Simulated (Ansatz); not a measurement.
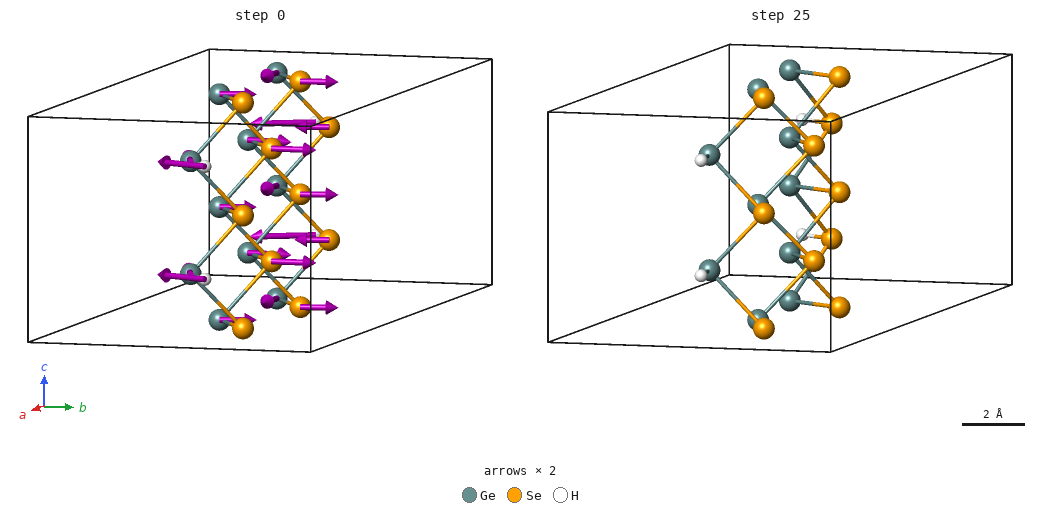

The structure of a wire of composition Ge2HSe2 before (left) and after (right) a relaxation, at one scale. The purple arrows give the displacements (the part carried along by the change of the cell is left out), 2 times their true length.

A ball-and-stick model of the 2 repeat of the cell, with the vacuum cut short, seen slightly off an axis.

Case: zigzag ribbon, 4 formula units a period, edges capped with H.

Level of theory: DFT PBE, scalar-relativistic, plane waves, PAW in Ansatz 0.2.0.

The input:
```yaml
crystal:
  lattice:
    - [22.1, 0.0, 0.0]
    - [0.0, 10.7, 0.0]
    - [0.0, 0.0, 3.6694138038]
  atoms:
    - { symbol: Ge, position: [0.3069681692, 0.4325859159, 0.0] }
    - { symbol: Ge, position: [0.4507602765, 0.4325859159, 0.5] }
    - { symbol: Ge, position: [0.5945523838, 0.4325859159, 0.0] }
    - { symbol: Ge, position: [0.7383444911, 0.4325859159, 0.5] }
    - { symbol: Se, position: [0.2590374668, 0.5674140841, 0.5] }
    - { symbol: Se, position: [0.4028295741, 0.5674140841, 0.0] }
    - { symbol: Se, position: [0.5466216814, 0.5674140841, 0.5] }
    - { symbol: Se, position: [0.6904137887, 0.5674140841, 0.0] }
    - { symbol: H, position: [0.7959414171, 0.513595453, 0.5] }
    - { symbol: H, position: [0.2040585829, 0.4900867987, 0.5] }
basis:
  ecutwfc: 420
kpoints:
  mp_grid: { grid: [1, 1, 15] }
hamiltonian:
  xc: pbe
scf:
  occupations: { method: gaussian, width: 0.05 }
output:
  forces: true
  stress: true
  eigenvalues: true
  populations: true
  write_density: true
  write_potential: true
  elf: true
  volumetric_format: npy
relax:
  adjacent_minimum: "off"
  f_tol: 0.02
  max_steps: 45
  cell: { fix: [a, b, alpha, beta, gamma], stress_tol: 0.03 }
```

Command:
```bash
ansatz run input.yaml --threads 4 --pin off --max-ram 11264MiB --backend cpu --events-out ev --progress --plain --runs-dir out
```

Describe what moved and what it gained.

Over 20 accepted moves (25 points after the start) the energy falls by 0.211 eV per cell of the calculation. Largest force component: 0.88 eV/Å at the start, 0.0047 eV/Å at the end. The line search rejected the trial steps at points 17, 19, 21, 23 of the run. At 1 point the geometry stayed and the basis and grid were re-selected for the new cell (energy shift of 1.0 meV per cell of the calculation at most each time). The atom that moves furthest relative to the centre of the atoms is H10 (1.10 Å). By element the largest moves are H 1.10 Å, Ge 0.80 Å, Se 0.76 Å. Along the periodic axis the drawn cell goes c 7.339 → 7.494 Å (+2.1 %). Among the contacts that change: Ge2–Se7 2.563 → 2.470 Å, Ge3–Se8 2.563 → 2.485 Å, Ge1–Se6 2.563 → 2.493 Å, Ge1–Se5 2.563 → 2.631 Å. Bond angles that change, for instance: Ge3–Se8–Ge4 91.4° → 81.5°, Ge2–Se7–Ge3 91.4° → 85.2°, Se6–Ge2–Se7 91.4° → 96.3°.
